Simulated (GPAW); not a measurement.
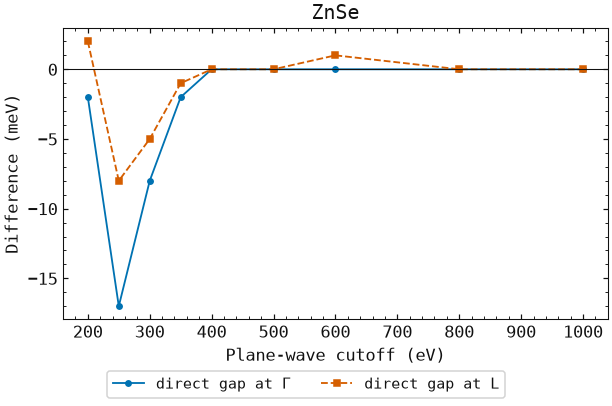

Gaps of zincblende ZnSe, space group F-43m, 2 atoms in the primitive cell (cubic a = 5.668 Å) as the plane-wave cutoff is raised, all else fixed. The plot shows differences from the last run. The cell is at −4 GPa in LDA. Method: LDA, the program's PAW data sets (release 1.2.1) made for this functional, no spin polarisation, no spin-orbit coupling, 8×8×8 k mesh, Fermi-Dirac smearing of 0.05 eV (GPAW 26.7.0).

**Which plane-wave cutoff is enough for 10 meV?**

The direct gap at Γ starts −2 meV from the last run and stays within 10 meV of it from 300 eV on. The direct gap at L stays within 10 meV of the last run throughout. The approach isn't monotonic for the direct gap at Γ and direct gap at L.

| plane-wave cutoff | direct gap at Γ (eV) | direct gap at L (eV) |
| --- | --- | --- |
| 200 eV | 1.043 | 3.236 |
| 250 eV | 1.028 | 3.226 |
| 300 eV | 1.037 | 3.229 |
| 350 eV | 1.043 | 3.233 |
| 400 eV | 1.045 | 3.234 |
| 500 eV | 1.045 | 3.234 |
| 600 eV | 1.045 | 3.235 |
| 800 eV | 1.045 | 3.234 |
| 1000 eV | 1.045 | 3.234 |

Spin-orbit coupling is left out, which matters for Se. LDA, GGA and most meta-GGA functionals understate gaps.
